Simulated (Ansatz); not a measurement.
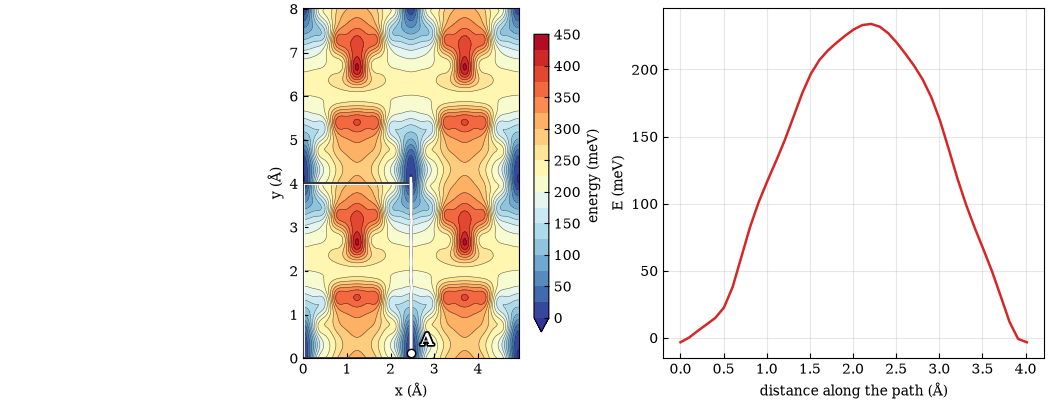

H on a C(011) slab cut from the Fmmm phase, its upper half relaxed before the scan (12 atoms of substrate and one adsorbate in a 2 × 1 cell). H is moved over the surface cell at a fixed height above a rigid substrate; the origin of the map has the adsorbate above C11; the height is held at 2.50 Å. Places are given modulo a cell vector. The map is drawn in real space over the plane of the surface. The grid has 6 × 6 points; 24 points were computed and 12 follow by symmetry. Places are given in fractions of the 1 × 1 surface cell. Energies: meV, counted from the lowest grid point. At a fixed height the lowest place need not be the adsorption site. The calculation used DFT PBE+D3(BJ), scalar-relativistic, plane waves, PAW in Ansatz. Settings: cutoff 420 eV, k-mesh 6×7×1, gaussian smearing 0.05 eV, spin-polarised.

Drawn: filled contours, a line along the lowest path, the outline of one cell of the 2 × 2 shown, the energy along the path at the right, the start A. Between grid points the surface is interpolated.

Question: Describe the path and its barrier.

Answer: The easiest path leads from the well at the top site over a surface C atom, (0/6, 0/6) of the cell vectors to its copy one period on. Its highest point lies about 240 meV above the bottom of the first well on the interpolated surface, at about (0.00, 0.58) of the cell vectors. This is the barrier on the constrained surface; relaxing the other coordinates would change it.

PAW datasets: the set soft_1.
